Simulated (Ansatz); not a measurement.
## WSe: single-point calculation

System: WSe (P6₃/mmc, 4 atoms in the cell).
Method: DFT PBE, scalar-relativistic, plane waves, PAW, no spin polarisation (Ansatz 0.2.0).

The structure was made by swapping elements on the sites of another compound; it need not be a known phase. It belongs to a series of runs on one base structure; here: nickel arsenide type (P6_3/mmc, No. 194). Figures and captions count atoms from 1; the log counts them from 0 in places.

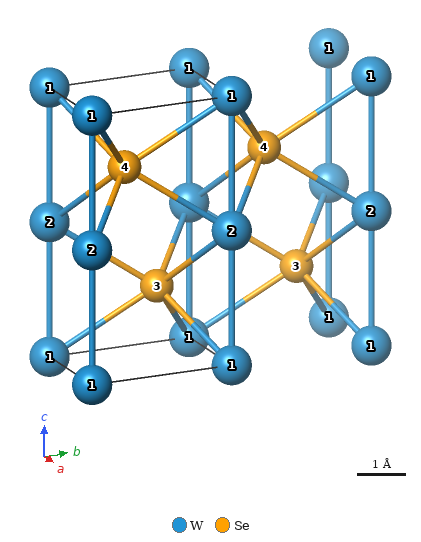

**Figure 1.** The input geometry (ball-and-stick view of the cell of the calculation, repeated 1 × 2 × 1, seen slightly off an axis; atoms are numbered from 1 in the order of the input). Near neighbours in the crystal (not all of them lie inside the picture): W has 6 Se at 2.70 Å and 2 W at 2.84 Å; Se has 6 W at 2.70 Å.

### Results in brief

| quantity | value |
| --- | --- |
| outcome | converged |
| space group (tolerance 0.01 Å) | P6₃/mmc (194) |
| electrons treated | 60 |
| free energy | −31705.0431 eV |
| Fermi energy | 15.639 eV |
| gap on the k-point mesh | none (metallic) |
| pressure | −9.97 GPa |
| largest force (length of the vector) | under 0.001 eV/Å |
| hardware | 1 thread of Intel Xeon @ 2.50GHz (Skylake/Cascade Lake), 189 GiB of memory available, shared host |
| wall time | 10 s |
| peak memory | 0.38 GiB |

### Remarks

Spin–orbit coupling is left out, which matters for W.

### The input
```yaml
crystal:
  lattice:
    - [3.9749993495, 0.0, 0.0]
    - [-1.9874996747, 3.4424504167, 0.0]
    - [0.0, 0.0, 5.6785709755]
  atoms:
    - { symbol: W, position: [0.0, 0.0, 0.0] }
    - { symbol: W, position: [0.0, 0.0, 0.5] }
    - { symbol: Se, position: [0.3333333333, 0.6666666667, 0.25] }
    - { symbol: Se, position: [0.6666666667, 0.3333333333, 0.75] }
basis:
  ecutwfc: 420
kpoints:
  mp_grid: { grid: [6, 6, 4] }
hamiltonian:
  xc: pbe
scf:
  occupations: { method: gaussian, width: 0.1 }
  lower_state_search: "off"
output:
  forces: true
  stress: true
  eigenvalues: true
```

Command:
```bash
ansatz run input.yaml --threads 1 --pin off --max-ram 2560MiB --backend cpu --events-out ev --progress --plain --runs-dir out
```

### What the program printed
```
Engine: ansatz 0.2.0, x86_64-unknown-linux-gnu
Pseudopotentials: kind: paw
Pseudopotential: W, paw, valence charge 14, recommended cutoff 420 eV (normal), W.paw.azcp
Pseudopotential: Se, paw, valence charge 16, recommended cutoff 420 eV (normal), Se.paw.azcp
Functional definition: PBE
  parameter kappa = 0.804
  parameter beta = 0.06672455060314922
  exchange = pbe_x(kappa = kappa, mu = beta*pi^2/3)
  correlation = pbe_c(beta = beta)
Crystal: 4 atoms, lattice volume = 77.704 Å³
Basis set: ecut = 420 eV, 1543 PW (Γ), exchange–correlation on 54×54×80 points (8 copies of the dense FFT grid, shifted against one another)
Bands: 36, of which v1, the nominal top of the filled ones, is band 30 counted from 1 (29 counted from 0)
Symmetry: 24 space group operations
Space group: P63/mmc (ITA 194), of the structure as read, at distance tolerance 4.3e-5 Å
k-points: 21 of 144
Non-local potential: W, projectors of the file, l = 0: 3, l = 1: 2, l = 2: 2, l = 3: 1
Non-local potential: Se, projectors of the file, l = 0: 2, l = 1: 2, l = 2: 3, l = 3: 1
PAW form: soft (Blöchl's): semilocal exchange-correlation on the pseudo side does not see the compensation charge
PAW one-centre angular grid: W, 590 points (default); XC on 64 Gauss nodes
PAW one-centre angular grid: Se, 590 points (default); XC on 64 Gauss nodes
Initial density: superposition of atomic densities (neutral atoms: chi_scale 0, normalization atom), corrected by the library's trained network
Initial wavefunctions: pseudopotential atomic-orbital guess
Functional: x = pbe(κ = 0.804, μ = 0.2195149727645171), c = pbe(β = 0.06672455060314922)
SCF iter   1: F=—  HF=-31705.045793 eV  |F-HF|=—  |Δ(HF+E_count)|=         —  Δρ=5.39e-3  dr2=1.90e-2  ethr=1.77e-3  ⟨swp⟩=5.3  Hψ=2912  notcnv=0
preconditioner: auto → Kerker (q_TF=auto, 2.613 Å⁻¹)  [metal: Δε(μ)=0.028 eV  Ē_g=7.158 eV  σ=0.100 eV  W_gap=0.15  n_scr=22 (ndim 8)  ℏωp=20.6 eV  f_vac=0.007  D(μ)=6.19/eV (n_scr^D=72)]
SCF iter   2: F=—  HF=-31705.044139 eV  |F-HF|=—  |Δ(HF+E_count)|=   1.65e-3  Δρ=3.25e-3  dr2=7.63e-3  ethr=3.17e-5  ⟨swp⟩=1.0  Hψ=924  notcnv=0
SCF iter   3: F=—  HF=-31705.043143 eV  |F-HF|=—  |Δ(HF+E_count)|=   9.97e-4  Δρ=4.80e-4  dr2=2.10e-4  ethr=1.27e-5  ⟨swp⟩=2.0  Hψ=956  notcnv=0
SCF iter   4: F=—  HF=-31705.043118 eV  |F-HF|=—  |Δ(HF+E_count)|=   2.41e-5  Δρ=2.31e-4  dr2=5.57e-5  ethr=3.50e-7  ⟨swp⟩=2.0  Hψ=1277  notcnv=0
SCF iter   5: F=—  HF=-31705.043087 eV  |F-HF|=—  |Δ(HF+E_count)|=   3.13e-5  Δρ=9.90e-5  dr2=9.15e-6  ethr=9.29e-8  ⟨swp⟩=2.0  Hψ=1250  notcnv=0
SCF iter   6: F=—  HF=-31705.043094 eV  |F-HF|=—  |Δ(HF+E_count)|=   6.50e-6  Δρ=3.20e-5  dr2=1.11e-6  ethr=1.53e-8  ⟨swp⟩=2.0  Hψ=1331  notcnv=0
SCF iter   7: F=-31705.043095 eV  HF=-31705.043094 eV  |F-HF|=5.79e-8  |Δ(HF+E_count)|=   7.91e-7  Δρ=9.32e-6  dr2=6.22e-8  ethr=1.67e-10  ⟨swp⟩=5.5  Hψ=3485  notcnv=0
SCF 1 converged in 7 iterations: F = -31705.043095 eV  dr2 = 6.22e-8
  greatest PAW one-centre occupation: 1.000 electrons in one spin orbital (limit 2), on the Se atom at site 3 (counted from 0), in its partial waves of l = 2
SCF converged after 7 iterations
Free energy (F): -31705.043095 eV
Harris-Foulkes:  -31705.043094 eV  (|F-HF|=5.79e-8)
Internal energy: -31705.012478 eV  (E = F + TS)
E sigma→0 (E₀):  -31705.027786 eV
Entropy (-TS):   -0.030617 eV (-7.654 meV/atom)
Fermi energy:    15.639142 eV
--- Per-component energies (eV) ---
  E_band       = -943.809265
  E_kinetic    = 1135.554931
  E_local      = -5914.305973  (includes V_loc(G=0)·N_el)
  E_nonlocal   = -1181.995428
  E_hartree    = 2753.208123
  E_xc         = -738.276131
  E_vxc        = -669.170562  (∫ρ·V_xc dr)
  E_paw        = -20952.685356  (= ΣΔE_a)
  E_vpaw       = 179.696298  (= ΣTr[D̂ρ^β])
  E_aug_tail   = -0.001255  (compensation charges beyond the density's cutoff)
  E_ewald      = -6806.511388
  E_smearing   = -0.030617  (= −TS)
  E_closure    = 0.000000  (closes the sum)
  Σ components = -31705.043095   (vs F -31705.043095, Δ=0.00e0)
--- Forces (eV/Å), atoms counted from 1 ---
  atom   1  W     -0.00000000     0.00000000    -0.00000000
  atom   2  W      0.00000000     0.00000000     0.00000000
  atom   3  Se     0.00000000     0.00000000    -0.00000000
  atom   4  Se    -0.00000000    -0.00000000     0.00000000
  max |Σ_I F_I| component: 1.73e-18 eV/Å
--- Stress (GPa, compression-positive) ---
       -4.878905       0.000000      -0.000000
        0.000000      -4.878905      -0.000000
       -0.000000      -0.000000     -20.141934
  P = ⅓ Tr σ = -9.9666 GPa (-99.666 kbar)
--- Band table (eV; the first three rows and the last of 21) ---
  k-point 0: bands = ["-58.7231", "-58.6850", "-33.6948", "-33.6948", "-33.6944", "-33.6944", "-33.6913", "-33.6913", "-33.6907", "-33.6907", "-33.6822", "-33.6821", "-23.3266", "-22.9969", "-22.9969", "-22.9249", "-22.9249", "-22.6800", "-0.2561", "1.5551", "7.9193", "9.6133", "9.6133", "11.7722", "12.8343", "12.8343", "13.3700", "13.3700", "13.7182", "14.3513", "14.3513", "16.7663", "17.1402", "17.1402", "17.5458", "20.2373"]
  k-point 1: bands = ["-58.7175", "-58.6906", "-33.6948", "-33.6948", "-33.6945", "-33.6945", "-33.6912", "-33.6912", "-33.6907", "-33.6907", "-33.6822", "-33.6821", "-23.2355", "-22.9864", "-22.9864", "-22.9355", "-22.9355", "-22.7784", "-0.0445", "1.2080", "8.5786", "9.8815", "9.8815", "11.8373", "11.8373", "11.8919", "12.8916", "13.6753", "13.6753", "15.1425", "15.1425", "16.6081", "16.7860", "16.7860", "18.2345", "19.5928"]
  k-point 2: bands = ["-58.7041", "-58.7041", "-33.6947", "-33.6947", "-33.6947", "-33.6947", "-33.6909", "-33.6909", "-33.6909", "-33.6909", "-33.6821", "-33.6821", "-23.0105", "-23.0105", "-22.9610", "-22.9610", "-22.9610", "-22.9610", "0.5204", "0.5204", "10.1702", "10.1702", "10.6569", "10.6569", "10.6569", "10.6569", "14.4047", "14.4047", "14.5096", "14.5096", "14.5096", "14.5096", "18.0295", "18.0295", "18.0295", "18.0295"]
  k-point 20: bands = ["-58.7035", "-58.7035", "-33.6943", "-33.6943", "-33.6942", "-33.6942", "-33.6912", "-33.6912", "-33.6908", "-33.6908", "-33.6818", "-33.6818", "-23.0039", "-23.0039", "-22.9829", "-22.9829", "-22.9820", "-22.9820", "1.1241", "1.1241", "9.1414", "9.1414", "9.4200", "9.4200", "10.8400", "10.8400", "14.8230", "14.8230", "14.8524", "14.8524", "16.3210", "16.3210", "16.5245", "16.5245", "19.6875", "19.6875"]
```
